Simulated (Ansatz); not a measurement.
**Ti: single-point calculation**

The run: single-point calculation of Ti (8 atoms in the cell). Method and program: DFT PBEsol, scalar-relativistic, plane waves, PAW, no spin polarisation (Ansatz 0.2.0).

The structure derives from an entry of the Crystallography Open Database. It belongs to a series of runs on one base structure; here: all atoms moved at random (sigma 0.06 A a component), cell strained at random (sigma 0.05). Figures and captions count atoms from 1; the log counts them from 0 in places.

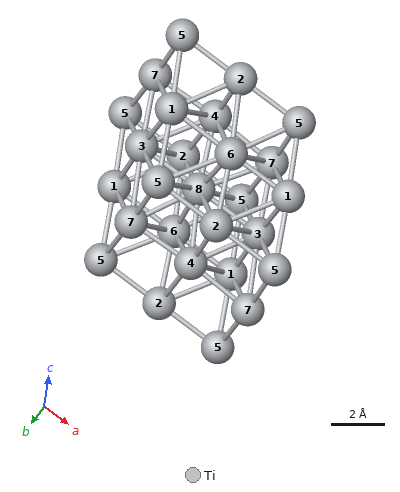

**Figure 1.** The structure as given in the input (ball-and-stick view of the reduced cell, seen at an oblique angle; atoms are numbered from 1 in the order of the input). An atom can appear more than once, as a periodic image. Near neighbours in the periodic cell (some may lie outside the picture): Ti has 12 Ti at 2.69 to 3.15 Å.

### Input
```yaml
crystal:
  lattice:
    - [3.753522864, -4.3533168386, -0.0617261893]
    - [3.9513504059, 0.2595537312, 4.0064102856]
    - [-0.1220355212, -4.4136261705, 3.8688920755]
  atoms:
    - { symbol: Ti, position: [0.4936405515, 0.0040891967, 0.002238697] }
    - { symbol: Ti, position: [0.5039694595, -0.0041708552, 0.493783676] }
    - { symbol: Ti, position: [0.5133448787, 0.4941373937, -0.0059272134] }
    - { symbol: Ti, position: [0.4986785405, 0.5078462372, 0.5122560011] }
    - { symbol: Ti, position: [0.0021256831, -0.0057157521, -0.0038820917] }
    - { symbol: Ti, position: [-0.0204018511, 0.0074391418, 0.5125246276] }
    - { symbol: Ti, position: [-0.0118025275, 0.4983809063, 0.0077650447] }
    - { symbol: Ti, position: [0.0204452653, 0.4979937315, 0.4812412587] }
basis:
  ecutwfc: 420
kpoints:
  mp_grid: { grid: [10, 10, 10] }
hamiltonian:
  xc: pbesol
scf:
  occupations: { method: gaussian, width: 0.15 }
output:
  forces: true
  stress: true
  eigenvalues: true
  write_density: true
  write_potential: true
  elf: true
  volumetric_format: npy
```

Hardware: 2 threads of Intel Xeon (Granite Rapids), 192 GiB of memory available, shared host.

Command:
```bash
ansatz run input.yaml --threads 2 --pin off --max-ram 5120MiB --backend cpu --events-out ev --progress --plain --runs-dir out
```

### The program's output
```
Engine: ansatz 0.2.0, x86_64-unknown-linux-gnu
Pseudopotentials: kind: paw
Pseudopotential: Ti, paw, valence charge 12, recommended cutoff 420 eV (normal), Ti.paw.azcp
Functional definition: PBEsol
  exchange = pbesol_x
  correlation = pbesol_c
Crystal: 8 atoms, lattice volume = 139.896 Å³
Basis set: ecut = 420 eV, 2731 PW (Γ), exchange–correlation on 80×80×80 points (8 copies of the dense FFT grid, shifted against one another)
Bands: 58, of which v1, the nominal top of the filled ones, is band 48 counted from 1 (47 counted from 0)
Symmetry: 1 space group operations
Space group: P1 (ITA 1), of the structure as read, at distance tolerance 5.2e-5 Å
k-points: 504 of 1000 (time reversal used)
Non-local potential: Ti, projectors of the file, l = 0: 3, l = 1: 2, l = 2: 3, l = 3: 1
PAW form: soft (Blöchl's): semilocal exchange-correlation on the pseudo side does not see the compensation charge
PAW frozen core: Ti, regenerated for the run's functional, and the local potential with it (the file was generated under x = pbe(κ = 0.804, μ = 0.2195149727645171), c = pbe(β = 0.06672455060314922))
PAW one-centre angular grid: Ti, 590 points (default); XC on 64 Gauss nodes
Initial density: superposition of atomic densities (neutral atoms: chi_scale 0, normalization atom), corrected by the library's trained network
Initial wavefunctions: pseudopotential atomic-orbital guess
Functional: x = pbesol(κ = 0.804, μ = 0.12345679012345678), c = pbesol(β = 0.046)
SCF iter   1: F=—  HF=-19790.317852 eV  |F-HF|=—  |Δ(HF+E_count)|=         —  Δρ=6.46e-3  dr2=4.05e-2  ethr=1.77e-3  ⟨swp⟩=5.5  Hψ=112716  notcnv=0
preconditioner: auto → Kerker (q_TF=auto, 2.562 Å⁻¹)  [metal: Δε(μ)=0.001 eV  Ē_g=2.316 eV  σ=0.150 eV  W_gap=0.00  n_scr=38 (ndim 8)  ℏωp=17.8 eV  f_vac=0.000  D(μ)=16.06/eV (n_scr^D=222)]
SCF iter   2: F=—  HF=-19790.304196 eV  |F-HF|=—  |Δ(HF+E_count)|=   1.37e-2  Δρ=2.80e-3  dr2=7.65e-3  ethr=4.22e-5  ⟨swp⟩=2.2  Hψ=44604  notcnv=0  defer=1
SCF iter   3: F=—  HF=-19790.302429 eV  |F-HF|=—  |Δ(HF+E_count)|=   1.77e-3  Δρ=4.29e-4  dr2=1.31e-4  ethr=7.97e-6  ⟨swp⟩=3.0  Hψ=61064  notcnv=0  defer=1
SCF iter   4: F=—  HF=-19790.302464 eV  |F-HF|=—  |Δ(HF+E_count)|=   3.54e-5  Δρ=1.26e-4  dr2=1.64e-5  ethr=1.36e-7  ⟨swp⟩=3.0  Hψ=56085  notcnv=0  defer=1
SCF iter   5: F=—  HF=-19790.302463 eV  |F-HF|=—  |Δ(HF+E_count)|=   1.01e-6  Δρ=2.75e-5  dr2=1.13e-6  ethr=1.71e-8  ⟨swp⟩=3.0  Hψ=57735  notcnv=0  defer=5
SCF iter   6: F=-19790.302463 eV  HF=-19790.302463 eV  |F-HF|=2.12e-8  |Δ(HF+E_count)|=   2.47e-7  Δρ=5.01e-6  dr2=3.80e-8  ethr=1.04e-10  ⟨swp⟩=12.0  Hψ=182811  notcnv=0
SCF 1 converged in 6 iterations: F = -19790.302463 eV  dr2 = 3.80e-8
  Residual-converged pass: ⟨swp⟩=1.0  Hψ=31259  notcnv=0  max |occ|·‖R‖ = 7.1e-9 eV (tolerance 1.0e-8 eV)  dr2=3.80e-8  dr2_onsite=2.98e-9  max |Δocc| = 7.7e-11
  greatest PAW one-centre occupation: 0.999 electrons in one spin orbital (limit 2), on the Ti atom at site 4 (counted from 0), in its partial waves of l = 0
```

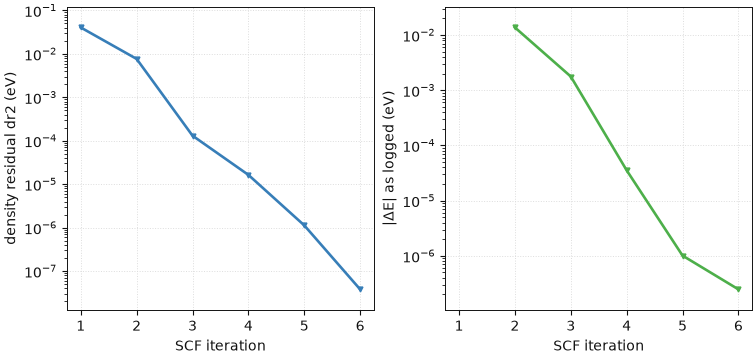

**Figure 2.** Convergence of the self-consistent field: density residual dr2 and size of the energy change against the SCF iteration. The residual falls at every step.

```
SCF converged after 6 iterations
Free energy (F): -19790.302463 eV
Harris-Foulkes:  -19790.302463 eV  (|F-HF|=2.12e-8)
Internal energy: -19790.119565 eV  (E = F + TS)
E sigma→0 (E₀):  -19790.211014 eV
Entropy (-TS):   -0.182898 eV (-22.862 meV/atom)
Fermi energy:    12.967424 eV
--- Per-component energies (eV) ---
  E_band       = -1270.099973
  E_kinetic    = 2177.519686
  E_local      = -6568.924430  (includes V_loc(G=0)·N_el)
  E_nonlocal   = 77.030048
  E_hartree    = 2689.742981
  E_xc         = -772.048710
  E_vxc        = -969.983664  (∫ρ·V_xc dr)
  E_paw        = -8180.640494  (= ΣΔE_a)
  E_vpaw       = -1365.220368  (= ΣTr[D̂ρ^β])
  E_aug_tail   = 0.000946  (compensation charges beyond the density's cutoff)
  E_ewald      = -9213.914668
  E_core_change = 1.115074  (= ΣΔE_core)
  E_smearing   = -0.182898  (= −TS)
  E_closure    = 0.000000  (closes the sum)
  Σ components = -19790.302463   (vs F -19790.302463, Δ=0.00e0)
--- Forces (eV/Å), atoms counted from 1 ---
  atom   1  Ti    -0.23867230    -0.03345665     0.16943305
  atom   2  Ti     0.23494999     0.06007500     0.28676272
  atom   3  Ti     0.08886995     0.08235148    -0.11512225
  atom   4  Ti    -0.26048379     0.00872644    -0.36328607
  atom   5  Ti    -0.05513144    -0.02518066    -0.03497144
  atom   6  Ti     0.26619749    -0.06312080    -0.29541279
  atom   7  Ti     0.24507553    -0.08826492     0.01669103
  atom   8  Ti    -0.28080257     0.05886603     0.33590174
  max |Σ_I F_I| component: 4.08e-6 eV/Å
--- Stress (GPa, compression-positive) ---
       -3.484393      -3.295443      -0.452826
       -3.295444      -7.461989      -1.850457
       -0.452826      -1.850457      -4.262039
  P = ⅓ Tr σ = -5.0695 GPa (-50.695 kbar)
--- Band table (eV; the first three rows and the last of 504) ---
  k-point 0: bands = ["-43.4175", "-43.3160", "-43.2939", "-43.2808", "-43.2739", "-43.2655", "-43.2203", "-43.2128", "-20.1051", "-20.0959", "-20.0926", "-20.0497", "-20.0471", "-20.0403", "-20.0091", "-19.7794", "-19.7726", "-19.6011", "-19.5781", "-19.5473", "-19.5425", "-19.5344", "-19.5098", "-19.4861", "-19.4539", "-19.4356", "-19.4195", "-19.4061", "-19.3981", "-19.3625", "-19.3457", "-19.3364", "6.9839", "10.3961", "10.4242", "10.4812", "10.4921", "10.4980", "10.5051", "10.5117", "11.3341", "11.3802", "11.5119", "12.8765", "13.0774", "13.1404", "13.1699", "13.2376", "13.4508", "13.6848", "13.9262", "14.0843", "14.1947", "14.3466", "14.3929", "14.4253", "14.4389", "14.4863"]
  k-point 1: bands = ["-43.4143", "-43.3141", "-43.2941", "-43.2833", "-43.2736", "-43.2649", "-43.2224", "-43.2140", "-20.0944", "-20.0889", "-20.0755", "-20.0440", "-20.0386", "-20.0300", "-20.0013", "-19.7792", "-19.7718", "-19.6027", "-19.5821", "-19.5592", "-19.5388", "-19.5317", "-19.5070", "-19.4978", "-19.4573", "-19.4378", "-19.4224", "-19.4117", "-19.4051", "-19.3712", "-19.3594", "-19.3466", "7.0649", "10.4271", "10.4570", "10.4736", "10.5244", "10.5481", "10.5544", "10.5673", "11.3735", "11.4120", "11.5536", "12.9198", "13.0192", "13.0882", "13.1135", "13.2297", "13.4781", "13.5874", "13.8475", "13.8876", "14.1417", "14.2239", "14.3686", "14.4247", "14.4580", "14.4798"]
  k-point 2: bands = ["-43.4050", "-43.3093", "-43.2971", "-43.2874", "-43.2737", "-43.2625", "-43.2285", "-43.2176", "-20.0731", "-20.0598", "-20.0301", "-20.0265", "-20.0150", "-20.0018", "-19.9795", "-19.7779", "-19.7665", "-19.6073", "-19.5924", "-19.5848", "-19.5403", "-19.5269", "-19.5233", "-19.4989", "-19.4689", "-19.4539", "-19.4439", "-19.4327", "-19.4048", "-19.4042", "-19.3966", "-19.3598", "7.3035", "10.2424", "10.5963", "10.6250", "10.6550", "10.6790", "10.6909", "10.7282", "11.4829", "11.5025", "11.6749", "12.7170", "12.9137", "13.0118", "13.1493", "13.1682", "13.4316", "13.4888", "13.5452", "13.6482", "13.8314", "14.0478", "14.4095", "14.4594", "14.5111", "14.5307"]
  k-point 503: bands = ["-43.3511", "-43.3384", "-43.3084", "-43.3001", "-43.2600", "-43.2503", "-43.2437", "-43.2303", "-19.9991", "-19.9866", "-19.9838", "-19.9712", "-19.8552", "-19.8351", "-19.7625", "-19.7260", "-19.7168", "-19.7046", "-19.6812", "-19.6613", "-19.6555", "-19.6052", "-19.6034", "-19.5691", "-19.5643", "-19.5452", "-19.5218", "-19.5005", "-19.4218", "-19.4069", "-19.3671", "-19.3659", "8.8794", "8.8947", "10.9075", "10.9891", "11.2044", "11.2286", "11.3813", "11.4225", "11.8525", "11.9280", "12.1516", "12.1758", "12.2221", "12.3331", "12.8267", "12.8575", "13.1772", "13.2568", "13.3372", "13.5234", "13.5694", "13.7481", "13.8087", "13.9201", "14.4799", "14.7179"]
```

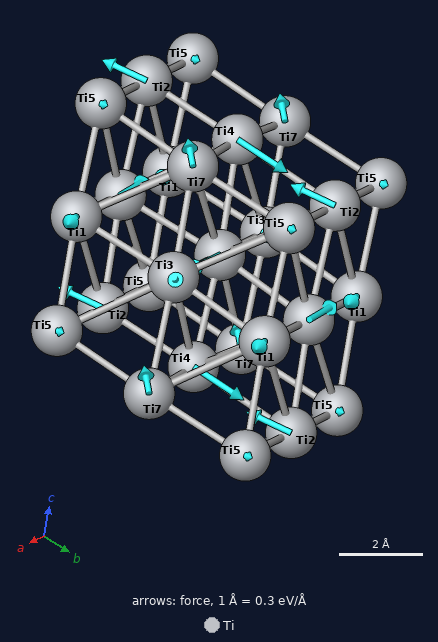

**Figure 3.** Forces on the atoms as teal arrows (ball-and-stick view of the reduced cell, seen slightly off an axis; atoms are numbered from 1 in the order of the input). The largest act on Ti4 (0.45 eV/Å); Ti8 (0.44 eV/Å); Ti6 (0.40 eV/Å); Ti2 (0.38 eV/Å), among others. The geometry is not a stationary point of this energy.

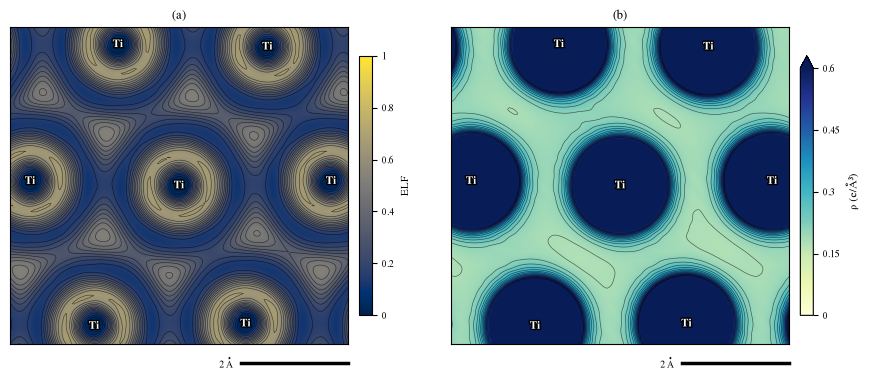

**Figure 4.** (a) electron localisation function; (b) valence pseudo-density on the (100) plane of the conventional cell. The section cuts through Ti sites. Ti–Ti (2.79 Å): ρ is about 0.2 e/Å³ halfway; the ELF is about 0.15 at the midpoint (no localised pair between them). Ti–Ti (2.84 Å): the density is about 0.19 e/Å³ at the midpoint; the ELF is about 0.20 at the midpoint (no localised pair between them). Ti–Ti (2.87 Å): the density is about 0.2 e/Å³ at the midpoint; the ELF is about 0.20 at the midpoint (no shared electron pair). Ti–Ti (2.97 Å): ρ is about 0.2 e/Å³ halfway; the ELF is about 0.30 at the midpoint (no shared electron pair). Away from the nuclei the density in this plane falls to 0.17 e/Å³ at its lowest. The strong features right at Ti lie inside the PAW spheres (semicore, d or f shells) and say nothing about bonding. The fields are those of the smooth PAW valence density.

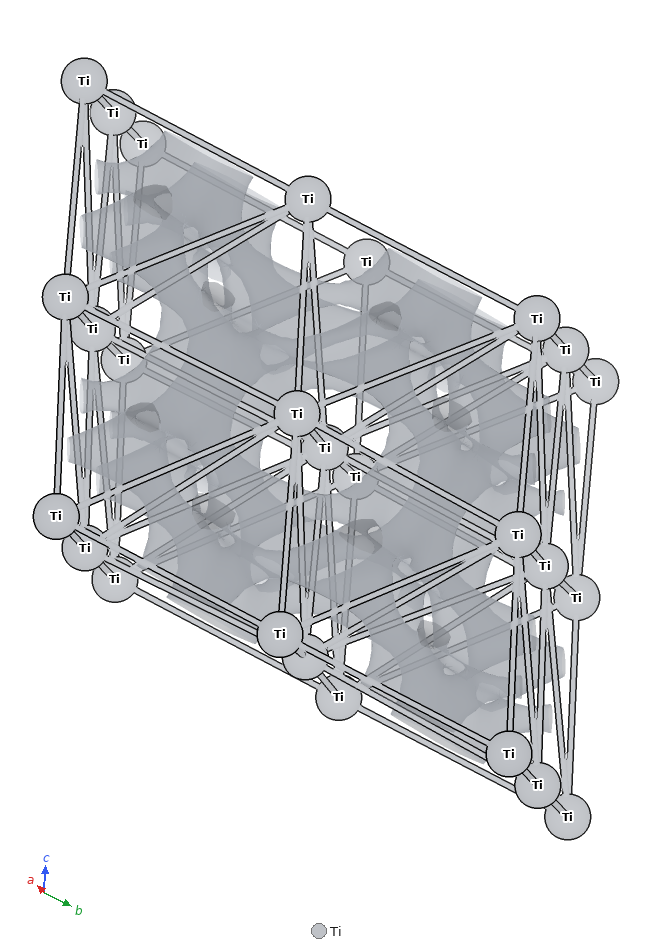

**Figure 5.** Isosurface of the ELF at 0.45 (grey), seen at an oblique angle. Only the valence region is drawn (cores and ρ < 0.01 e/Å³ removed). Sticks mark near contacts. The outline is the cell set on symmetry axes. Values along the shortest contacts: Ti–Ti (2.69 Å): the ELF is about 0.15 at the midpoint; no localised pair between them. Ti–Ti (2.75 Å): the ELF is about 0.15 at the midpoint (no localised pair between them).

### Results in brief

| quantity | value |
| --- | --- |
| outcome | converged |
| space group (tolerance 0.01 Å) | P1 (1) |
| electrons treated | 96 |
| free energy | −19790.3025 eV |
| Fermi energy | 12.967 eV |
| gap on the k-point mesh | none (metallic) |
| pressure | −5.07 GPa |
| largest force (length of the vector) | 0.447 eV/Å |
| wall time | 2 min (CPU time 3.9 min) |
| peak memory | 2.6 GiB |
